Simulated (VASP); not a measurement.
Single-point calculation of GaN (part 2 of 2)

GaN (slab, 20 atoms in the cell); Kohn-Sham DFT of a periodic cell, LDA, VASP PAW LDA potentials, recommended, no spin polarisation (VASP 6.6.1); cutoff 520 eV, 8×5×1 k-mesh, Gaussian smearing of 0.03 eV. The structure derives from an entry of the Crystallography Open Database.

Geometry of the input (Å; fractional positions):
```
3.1568  0.0000  0.0000
0.0000  5.1479  0.0000
0.0000  0.0000  26.8467
Ga 1.0000  0.0007  0.2794
Ga 0.5000  0.5007  0.3133
Ga 0.5000  0.0007  0.3812
Ga 0.0000  0.5007  0.4151
Ga 1.0000  0.0007  0.4830
Ga 0.5000  0.5007  0.5170
Ga 0.5000  0.0007  0.5849
Ga 0.0000  0.5007  0.6188
Ga 0.0000  0.0007  0.6867
Ga 0.5000  0.5007  0.7206
N  1.0000  0.6243  0.2794
N  0.5000  0.1243  0.3133
N  0.5000  0.6243  0.3812
N  0.0000  0.1243  0.4151
N  1.0000  0.6243  0.4830
N  0.5000  0.1243  0.5170
N  0.5000  0.6243  0.5849
N  0.0000  0.1243  0.6188
N  0.0000  0.6243  0.6867
N  0.5000  0.1243  0.7206
```

Parts of OUTCAR, continued
```
  11-  1s   -370.9794
  12-  1s   -372.1776
  13-  1s   -371.5859
  14-  1s   -371.8746
  15-  1s   -371.7664
  16-  1s   -371.7665
  17-  1s   -371.8745
  18-  1s   -371.5859
  19-  1s   -372.1775
  20-  1s   -370.9795

 E-fermi :   0.4336     XC(G=0):  -6.8947     alpha+bet : -6.9695

 val. band max:        0.2972016866   @ k =   0.0000   0.0000   0.0000
 cond. band min:       0.9840488540   @ k =   0.0000   0.0000   0.0000
 fundamental gap:      0.6868471674
 Fermi energy:         0.4336048562

 k-point     1 :       0.0000    0.0000    0.0000
  band No.  band energies     occupation
      1     -16.2445      2.00000
      2     -16.0069      2.00000
      3     -15.7691      2.00000
      4     -15.5696      2.00000
      5     -15.4214      2.00000
      6     -15.3335      2.00000
      7     -15.2186      2.00000
      8     -15.1781      2.00000
      9     -14.5520      2.00000
     10     -14.5519      2.00000
     11     -14.1755      2.00000
     12     -14.1754      2.00000
     13     -14.1391      2.00000
     14     -14.1388      2.00000
     15     -14.0132      2.00000
     16     -14.0130      2.00000
     17     -13.9545      2.00000
     18     -13.9545      2.00000
     19     -13.8314      2.00000
     20     -13.8213      2.00000
     21     -13.8183      2.00000
     22     -13.8180      2.00000
     23     -13.7850      2.00000
     24     -13.7627      2.00000
     25     -13.7390      2.00000
     26     -13.7072      2.00000
     27     -13.6960      2.00000
     28     -13.6889      2.00000
     29     -13.6840      2.00000
     30     -13.6552      2.00000
     31     -13.6222      2.00000
     32     -13.6197      2.00000
     33     -13.5789      2.00000
     34     -13.5766      2.00000
     35     -13.5626      2.00000
     36     -13.5504      2.00000
     37     -13.5381      2.00000
     38     -13.5192      2.00000
     39     -13.4933      2.00000
     40     -13.4780      2.00000
     41     -13.4776      2.00000
     42     -13.4427      2.00000
     43     -13.4296      2.00000
     44     -13.3829      2.00000
     45     -13.3689      2.00000
     46     -13.3677      2.00000
     47     -13.1755      2.00000
     48     -12.9823      2.00000
     49     -12.9822      2.00000
     50     -12.9207      2.00000
     51     -12.9045      2.00000
     52     -12.8378      2.00000
     53     -12.8377      2.00000
     54     -12.7232      2.00000
     55     -12.2269      2.00000
     56     -11.9649      2.00000
     57     -11.7231      2.00000
     58     -11.4902      2.00000
     59     -11.0858      2.00000
     60     -11.0796      2.00000
     61      -7.4135      2.00000
     62      -6.9849      2.00000
     63      -6.7708      2.00000
     64      -6.4064      2.00000
     65      -6.1958      2.00000
     66      -5.4439      2.00000
     67      -4.7609      2.00000
     68      -4.7241      2.00000
     69      -4.3126      2.00000
     70      -3.8054      2.00000
     71      -2.9740      2.00000
     72      -2.9119      2.00000
     73      -2.6206      2.00000
     74      -2.4782      2.00000
     75      -2.1732      2.00000
     76      -2.0795      2.00000
     77      -1.7222      2.00000
     78      -1.4456      2.00000
     79      -1.4056      2.00000
     80      -1.3930      2.00000
     81      -1.1508      2.00000
     82      -0.8962      2.00000
     83      -0.8088      2.00000
     84      -0.7511      2.00000
     85      -0.4575      2.00000
     86      -0.4363      2.00000
     87      -0.0029      2.00000
     88       0.0460      2.00000
     89       0.2770      2.00000
     90       0.2972      2.00000
     91       0.9840      0.00000
     92       1.3843      0.00000
     93       2.9575      0.00000
     94       4.0279      0.00000
     95       4.5598      0.00000
     96       4.7449      0.00000
     97       4.8158      0.00000
     98       5.1169      0.00000
     99       5.4289      0.00000
    100       5.4357      0.00000
    101       5.7301      0.00000
    102       5.8539      0.00000
    103       5.9958      0.00000
    104       6.1004      0.00000
    105       6.1117      0.00000
    106       6.5956      0.00000
    107       6.8116      0.00000
    108       7.5998      0.00000
    109       7.9530      0.00000
    110       8.2417      0.00000
    111       8.3020      0.00000
    112       8.3873      0.00000

 k-point     2 :       0.1250    0.0000    0.0000
  band No.  band energies     occupation
      1     -16.1338      2.00000
      2     -15.9253      2.00000
      3     -15.7182      2.00000
      4     -15.5342      2.00000
      5     -15.3884      2.00000
      6     -15.3101      2.00000
      7     -15.2020      2.00000
      8     -15.1699      2.00000
      9     -14.5345      2.00000
     10     -14.5345      2.00000
     11     -14.1907      2.00000
     12     -14.1906      2.00000
     13     -14.0910      2.00000
     14     -14.0904      2.00000
     15     -14.0054      2.00000
     16     -14.0052      2.00000
     17     -13.9599      2.00000
     18     -13.9596      2.00000
     19     -13.8236      2.00000
     20     -13.8223      2.00000
     21     -13.7972      2.00000
     22     -13.7894      2.00000
     23     -13.7844      2.00000
     24     -13.7433      2.00000
     25     -13.7261      2.00000
     26     -13.6993      2.00000
     27     -13.6889      2.00000
     28     -13.6701      2.00000
     29     -13.6646      2.00000
     30     -13.6540      2.00000
     31     -13.6382      2.00000
     32     -13.5881      2.00000
     33     -13.5807      2.00000
     34     -13.5750      2.00000
     35     -13.5495      2.00000
     36     -13.5449      2.00000
     37     -13.5211      2.00000
     38     -13.5135      2.00000
     39     -13.5035      2.00000
     40     -13.4769      2.00000
     41     -13.4476      2.00000
     42     -13.4471      2.00000
     43     -13.4241      2.00000
     44     -13.3863      2.00000
     45     -13.3792      2.00000
     46     -13.3375      2.00000
     47     -13.1252      2.00000
     48     -13.0014      2.00000
     49     -12.9840      2.00000
     50     -12.9065      2.00000
     51     -12.8965      2.00000
     52     -12.8531      2.00000
     53     -12.8530      2.00000
     54     -12.6332      2.00000
     55     -12.1343      2.00000
     56     -11.8803      2.00000
     57     -11.6460      2.00000
     58     -11.4253      2.00000
     59     -11.0138      2.00000
     60     -11.0084      2.00000
     61      -7.2443      2.00000
     62      -6.8297      2.00000
     63      -6.6218      2.00000
     64      -6.2689      2.00000
     65      -6.0869      2.00000
     66      -5.3767      2.00000
     67      -4.6891      2.00000
     68      -4.6089      2.00000
     69      -4.2913      2.00000
     70      -4.0031      2.00000
     71      -3.5784      2.00000
     72      -3.5160      2.00000
     73      -2.9469      2.00000
     74      -2.8734      2.00000
     75      -2.7863      2.00000
     76      -2.2421      2.00000
     77      -2.1922      2.00000
     78      -2.0174      2.00000
     79      -1.7060      2.00000
     80      -1.7027      2.00000
     81      -1.4942      2.00000
     82      -1.2313      2.00000
     83      -1.1606      2.00000
     84      -0.9425      2.00000
     85      -0.7672      2.00000
     86      -0.5551      2.00000
     87      -0.4218      2.00000
     88      -0.2164      2.00000
     89      -0.0167      2.00000
     90       0.0468      2.00000
     91       1.4829      0.00000
     92       1.5828      0.00000
     93       3.3494      0.00000
     94       4.3767      0.00000
     95       5.1721      0.00000
     96       5.2440      0.00000
     97       5.5241      0.00000
     98       5.6063      0.00000
     99       5.6280      0.00000
    100       5.8731      0.00000
    101       6.0614      0.00000
    102       6.2316      0.00000
    103       6.2471      0.00000
    104       6.5243      0.00000
    105       6.6690      0.00000
    106       6.9242      0.00000
    107       6.9446      0.00000
    108       7.5571      0.00000
    109       7.9181      0.00000
    110       8.0643      0.00000
    111       8.0903      0.00000
    112       8.1595      0.00000

 k-point     3 :       0.2500    0.0000    0.0000
  band No.  band energies     occupation
      1     -15.8669      2.00000
      2     -15.7472      2.00000
      3     -15.6125      2.00000
      4     -15.4606      2.00000
      5     -15.3186      2.00000
      6     -15.2646      2.00000
      7     -15.1656      2.00000
      8     -15.1501      2.00000
      9     -14.5002      2.00000
     10     -14.5002      2.00000
     11     -14.1755      2.00000
     12     -14.1755      2.00000
     13     -14.0369      2.00000
     14     -14.0368      2.00000
     15     -14.0195      2.00000
     16     -14.0194      2.00000
     17     -13.9211      2.00000
     18     -13.9199      2.00000
     19     -13.8148      2.00000
     20     -13.7996      2.00000
     21     -13.7570      2.00000
     22     -13.7489      2.00000
     23     -13.7353      2.00000
     24     -13.7126      2.00000
     25     -13.6955      2.00000
     26     -13.6785      2.00000
     27     -13.6707      2.00000
     28     -13.6407      2.00000
     29     -13.6338      2.00000

------------------------ aborting loop because EDIFF is reached ----------------------------------------

  FORCE on cell =-STRESS in cart. coord.  units (eV):
  Direction    XX          YY          ZZ          XY          YZ          ZX
  --------------------------------------------------------------------------------------
  Hartree100371.74862100403.64077-96608.15725     0.00123    -0.00090    -0.00326
  -------------------------------------------------------------------------------------
  Total       -1.2396825     -8.7895169     -1.7410828      0.0000000      0.0000000      0.0000000
  in kB       -4.5525361    -32.2780979     -6.3938485      0.0000000      0.0000000      0.0000000
  external PRESSURE =     -14.4081608 kB  Pullay stress =       0.0000000 kB

 VOLUME and BASIS-vectors are now :
 -----------------------------------------------------------------------------
  energy-cutoff  :      520.00
  volume of cell :      436.28
      direct lattice vectors                 reciprocal lattice vectors
     3.156781650  0.000000000  0.000000000     0.316778324  0.000000000  0.000000000
     0.000000000  5.147925000  0.000000000     0.000000000  0.194253024  0.000000000
     0.000000000  0.000000000 26.846699480     0.000000000  0.000000000  0.037248527

 POSITION                                       TOTAL-FORCE (eV/Angst)
 -----------------------------------------------------------------------------------
      3.15678      0.00345      7.50000         0.000000     -2.120969      1.541778
      1.57839      2.57742      8.41129         0.000000      1.172998     -1.580890
      1.57839      0.00345     10.23385         0.000000     -0.511150      0.227358
      0.00000      2.57742     11.14514         0.000000      0.204575     -0.157881
      3.15678      0.00345     12.96771         0.000000     -0.041426      0.077445
      1.57839      2.57742     13.87899         0.000000     -0.041426     -0.077445
      1.57839      0.00345     15.70156         0.000000      0.204575      0.157881
      0.00000      2.57742     16.61285         0.000000     -0.511150     -0.227358
      0.00000      0.00345     18.43541         0.000000      1.172998      1.580890
      1.57839      2.57742     19.34670         0.000000     -2.120969     -1.541778
      3.15678      3.21400      7.50000         0.000000      0.791375      0.516691
      1.57839      0.64004      8.41129         0.000000      0.505161     -1.063901
      1.57839      3.21400     10.23385         0.000000     -0.030625      0.597183
      0.00000      0.64004     11.14514         0.000000      0.028334     -0.228411
      3.15678      3.21400     12.96771         0.000000      0.001726      0.153162
      1.57839      0.64004     13.87899         0.000000      0.001726     -0.153162
      1.57839      3.21400     15.70156         0.000000      0.028334      0.228411
      0.00000      0.64004     16.61285         0.000000     -0.030625     -0.597183
      0.00000      3.21400     18.43541         0.000000      0.505161      1.063901
      1.57839      0.64004     19.34670         0.000000      0.791375     -0.516691
 -----------------------------------------------------------------------------------
    total drift:                               -0.010315     -0.003008      0.008629

  FREE ENERGIE OF THE ION-ELECTRON SYSTEM (eV)
  ---------------------------------------------------
  free  energy   TOTEN  =      -134.5017035427 eV

  energy  without entropy=     -134.5017035427  energy(sigma->0) =     -134.50170354

 vacuum level on the upper side and lower side of the slab         5.707         5.707
```

CONTCAR
```
GaN
   1.00000000000000
     3.1567816500000001    0.0000000000000000    0.0000000000000000
     0.0000000000000000    5.1479249999999999    0.0000000000000000
     0.0000000000000000    0.0000000000000000   26.8466994800000016
  Ga              N
    10    10
Direct
     0.9999996499999995    0.0006709999999970    0.2793639499999969
     0.5000006900000002    0.5006709999999970    0.3133080200000009
     0.4999997600000015    0.0006709999999970    0.3811959599999994
     0.0000008000000022    0.5006709999999970    0.4151400300000034
     0.9999998700000035    0.0006709999999970    0.4830279600000011
     0.5000009099999971    0.5006709999999970    0.5169720399999989
     0.4999999799999983    0.0006709999999970    0.5848599699999966
     0.0000010199999991    0.5006709999999970    0.6188040400000006
     0.0000000900000003    0.0006709999999970    0.6866919799999991
     0.5000011300000011    0.5006709999999970    0.7206360500000031
     0.9999996499999995    0.6243290000000030    0.2793639499999969
     0.5000006900000002    0.1243290000000030    0.3133080200000009
     0.4999997600000015    0.6243290000000030    0.3811959599999994
     0.0000008000000022    0.1243290000000030    0.4151400300000034
     0.9999998700000035    0.6243290000000030    0.4830279600000011
     0.5000009099999971    0.1243290000000030    0.5169720399999989
     0.4999999799999983    0.6243290000000030    0.5848599699999966
     0.0000010199999991    0.1243290000000030    0.6188040400000006
     0.0000000900000003    0.6243290000000030    0.6866919799999991
     0.5000011300000011    0.1243290000000030    0.7206360500000031

  0.00000000E+00  0.00000000E+00  0.00000000E+00
  0.00000000E+00  0.00000000E+00  0.00000000E+00
  0.00000000E+00  0.00000000E+00  0.00000000E+00
  0.00000000E+00  0.00000000E+00  0.00000000E+00
  0.00000000E+00  0.00000000E+00  0.00000000E+00
  0.00000000E+00  0.00000000E+00  0.00000000E+00
  0.00000000E+00  0.00000000E+00  0.00000000E+00
  0.00000000E+00  0.00000000E+00  0.00000000E+00
  0.00000000E+00  0.00000000E+00  0.00000000E+00
  0.00000000E+00  0.00000000E+00  0.00000000E+00
  0.00000000E+00  0.00000000E+00  0.00000000E+00
  0.00000000E+00  0.00000000E+00  0.00000000E+00
  0.00000000E+00  0.00000000E+00  0.00000000E+00
  0.00000000E+00  0.00000000E+00  0.00000000E+00
  0.00000000E+00  0.00000000E+00  0.00000000E+00
  0.00000000E+00  0.00000000E+00  0.00000000E+00
  0.00000000E+00  0.00000000E+00  0.00000000E+00
  0.00000000E+00  0.00000000E+00  0.00000000E+00
  0.00000000E+00  0.00000000E+00  0.00000000E+00
  0.00000000E+00  0.00000000E+00  0.00000000E+00
```

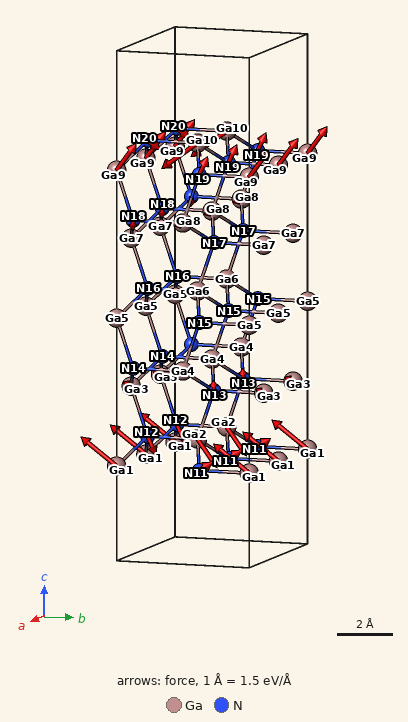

Figure 1. Forces on the atoms as red arrows (ball-and-stick view of the 2 × 1 repeat of the cell, with the vacuum cut short, seen slightly off an axis; atoms are numbered from 1 in the order of the input); the smallest are left out. The largest act on Ga1, Ga10 (2.62 eV/Å); Ga2, Ga9 (1.97 eV/Å); N12, N19 (1.18 eV/Å); N11, N20 (0.95 eV/Å). The geometry is not a stationary point of this energy.
